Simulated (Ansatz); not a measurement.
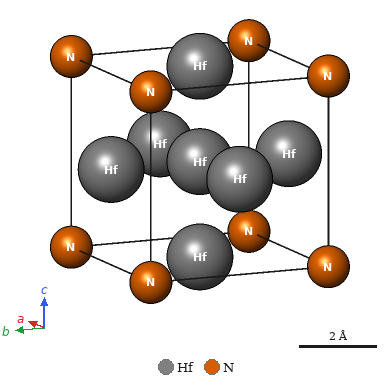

The crystal in a spheres-only representation, seen from a general direction. The edges of the conventional unit cell are marked.

Hf$_{4}$N, space group Pm-3m (No. 221), a = 5.09 Å, b = 5.09 Å, c = 5.09 Å, α = 90.00°, β = 90.00°, γ = 90.00°.

Run with Ansatz 0.2.0, DFT PBE, scalar-relativistic, plane waves, PAW and these settings: wavefunction cutoff 420 eV, k-point mesh 8×8×8, Gaussian smearing of 0.1 eV, no spin polarisation.

**What is the band gap, if any?**

A metal: bands cross the Fermi level.

**Is the cell compressed or stretched against its equilibrium volume?**

The computed pressure is 0.0 GPa, close to zero.

The model was built from a structure type filled with these elements by a generator (whether the compound takes this form wasn't checked). Earlier steps of the study may have refined or changed the cell and positions. It went into a calculation with Ansatz.
